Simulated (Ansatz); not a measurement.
The calculation's input:

```
crystal:
  lattice:
    - [3.2162589223, 0.0, 0.0]
    - [0.0, 3.2162589223, 0.0]
    - [0.0, 0.0, 24.096953976]
  atoms:
    - { symbol: Ga, position: [0.5, 0.5, 0.3112426578] }
    - { symbol: "N", position: [0.5, 0.0, 0.3584319933] }
    - { symbol: Ga, position: [0.0, 0.0, 0.4056213289] }
    - { symbol: "N", position: [0.0, 0.5, 0.4528106644] }
    - { symbol: Ga, position: [0.5, 0.5, 0.5] }
    - { symbol: "N", position: [0.5, 0.0, 0.5471893356] }
    - { symbol: Ga, position: [0.0, 0.0, 0.5943786711] }
    - { symbol: "N", position: [0.0, 0.5, 0.6415680067] }
    - { symbol: Ga, position: [0.5, 0.5, 0.6887573422] }
basis:
  ecutwfc: 420
kpoints:
  mp_grid: { grid: [8, 8, 1] }
hamiltonian:
  xc: pbe
scf:
  occupations: { method: gaussian, width: 0.05 }
output:
  forces: true
  stress: true
  eigenvalues: true
  write_density: true
  write_potential: true
  elf: true
  volumetric_format: npy
efield:
  axis: 3
  dipole_correction: true
  ramp_width: 0.04
```

Run with:

```sh
ansatz run input.yaml --threads 1 --pin off --max-ram 2560MiB --backend cpu --events-out ev --progress --plain --runs-dir out
```

Not relaxed (largest force 0.9 eV/Å); computed without spin polarisation.

Theory: Ansatz, DFT PBE, scalar-relativistic, plane waves, PAW.

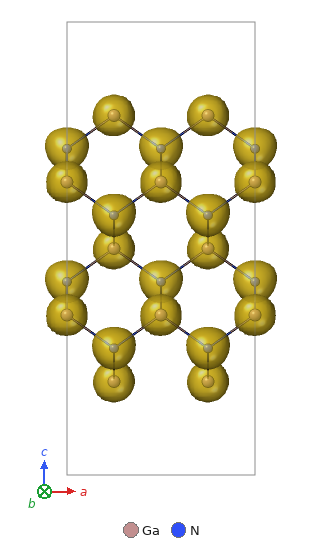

Ga5N4 (slab). Isosurface of the valence electron density at 1 e/Å³ (yellow), seen along the b axis. Sticks mark near contacts.

Core electrons are frozen (PAW), and the valence fields are smoothed inside the atomic spheres.

> What does this surface tell about the bonding?

At this value the density breaks into separate islands; it holds about 70 % of the electrons treated as valence (semicore included). It bridges none of the near contacts. It is pinched off along the sampled Ga–N (1.97 Å) contacts. On the grid the lowest density along these lines, outside the cores, is 0.69 e/Å³ (Ga–N, 1.97 Å).
